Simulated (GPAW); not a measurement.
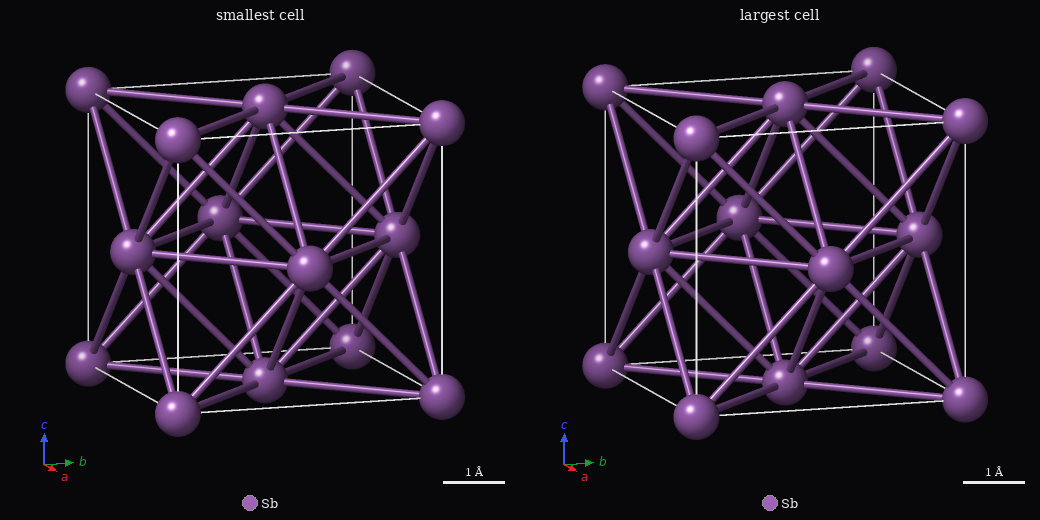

Sb, face-centred cubic (Cu type), space group Fm-3m (No. 225), relaxed (cell and atoms, zero pressure) with five choices of dispersion term on top of PBEsol; the smallest and the largest of the relaxed conventional cells are drawn to one scale (sticks follow a distance rule). The start was a structure listed in the Materials Project. This isn't the form of Sb at room conditions, which is rhombohedral.

Alike in all runs: GPAW 26.7.0; functional PBEsol; potentials PAW data sets generated in the run's folder for this functional; cutoff 600 eV; k mesh 10 × 10 × 10 on the run's cell of 1 atom; occupations fermi-dirac, width 0.05 eV; no spin polarisation; no spin-orbit coupling. All runs are metallic.

```tsv
level	volume (Å³/atom)	a (Å)
D3(BJ)	24.69	4.622
D3	25.33	4.662
D4	25.19	4.653
D3(BJ)-ATM	?	?
none	25.99	4.702
```

Question: Fill in the row of D3(BJ)-ATM.

Answer: Volume 24.82 Å³/atom; a 4.631 Å. That is between D3(BJ) and D4 in volume.

Question: Order the levels by the relaxed volume, smallest first.

Answer: D3(BJ) (24.69 Å³/atom), D3(BJ)-ATM (24.82 Å³/atom), D4 (25.19 Å³/atom), D3 (25.33 Å³/atom), none (25.99 Å³/atom). Rows within a few tenths of a per cent can't be told apart.

Caveat: later steps reuse the first step's grids; pairwise dispersion terms can overbind metals strongly.
